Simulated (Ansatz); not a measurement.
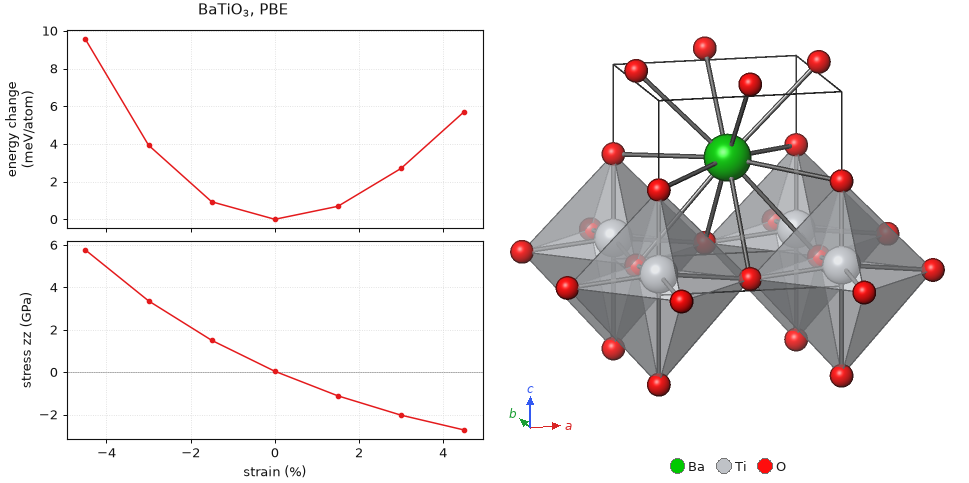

The figure shows the energy change and stress zz against strain for BaTiO₃, space group P4mm (No. 99). The cell is drawn beside the plot.

Structure:
```yaml
crystal:
  lattice:
    - [3.98545, 0.00000, 0.00000]
    - [0.00000, 3.98545, 0.00000]
    - [0.00000, 0.00000, 4.20048]
  atoms:
    - { symbol: Ba, position: [0.50000, 0.50000, 0.59128] }
    - { symbol: Ti, position: [0.00000, 0.00000, 0.10842] }
    - { symbol: O, position: [0.00000, 0.50000, 0.06024] }
    - { symbol: O, position: [0.50000, 0.00000, 0.06024] }
    - { symbol: O, position: [0.00000, 0.00000, 0.53981] }
```

Method: energy, stress and cell of a relaxed crystal along a series of strains, atoms and what the cell freedom names relaxed within the symmetry; stress is positive in compression; plane waves with PAW datasets, Γ-centred k mesh; energies extrapolated to zero smearing (Ansatz 0.2.0). Level: PBE, no spin polarisation.

```json
{"setting": "wave cutoff", "value": "420 eV"}
{"setting": "k mesh", "value": "8×8×6"}
{"setting": "occupations", "value": "Gaussian"}
{"setting": "smearing width", "value": "0.02 eV"}
{"setting": "strain kind", "value": "stretch along c with a and b held"}
{"setting": "cell freedom", "value": "cell held, only c stretched"}
```

Q: Is the given structure stable along this path?

A: Yes: the energy rises on both sides of the starting structure, which is therefore a minimum along this path.

Q: Read off the course of the stress zz.

A: It falls from 5.76 GPa at strain −4.5 % to −2.73 GPa at 4.5 %, and changes sign near 0.1 %.
